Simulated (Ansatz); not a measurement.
```yaml
crystal:
  lattice:
    - [5.58127, 0.00000, 0.00000]
    - [0.00000, 5.58127, 0.00000]
    - [0.00000, 0.00000, 5.58127]
  atoms:
    - { symbol: Fe, position: [0.50000, 0.50000, 0.50000] }
    - { symbol: Fe, position: [0.50000, 0.00000, 0.50000] }
    - { symbol: Fe, position: [0.50000, 0.50000, 0.00000] }
    - { symbol: Fe, position: [0.00000, 0.50000, 0.50000] }
    - { symbol: Fe, position: [0.50000, 0.00000, 0.00000] }
    - { symbol: Fe, position: [0.00000, 0.00000, 0.50000] }
    - { symbol: Fe, position: [0.00000, 0.50000, 0.00000] }
    - { symbol: Fe, position: [0.24999, 0.24999, 0.24999] }
    - { symbol: Fe, position: [0.24999, 0.75001, 0.24999] }
    - { symbol: Fe, position: [0.24999, 0.24999, 0.75001] }
    - { symbol: Fe, position: [0.75001, 0.24999, 0.24999] }
    - { symbol: Fe, position: [0.75001, 0.75001, 0.24999] }
    - { symbol: Fe, position: [0.24999, 0.75001, 0.75001] }
    - { symbol: Fe, position: [0.75001, 0.24999, 0.75001] }
    - { symbol: Fe, position: [0.75001, 0.75001, 0.75001] }
    - { symbol: Co, position: [0.00000, 0.00000, 0.00000] }
```

Space group Pm-3m; a structure from a database of computed crystals, not necessarily the ambient phase; spin-polarised.

The calculation used DFT PBEsol, scalar-relativistic, plane waves, PAW in Ansatz.

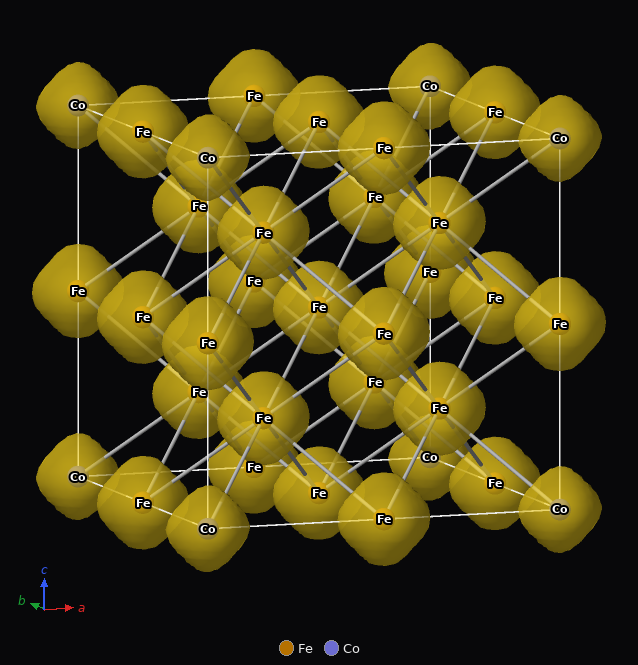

Fe15Co. Isosurfaces of the spin density at +0.5 (yellow) and −0.5 e/Å³ (cyan), seen slightly off an axis. Sticks mark near contacts.

Core electrons are frozen (PAW), and the valence fields are smoothed inside the atomic spheres.

Where is the spin, and how is it ordered?

The spin density sits on Fe: +2.2 μB (×15); Co: +1.7 μB in one cell of 16 atoms: parallel moments (a ferromagnetic arrangement) in this solution. The cell of the calculation (16 atoms) carries 34.2 μB of net spin moment. Only one sign reaches the isovalue.
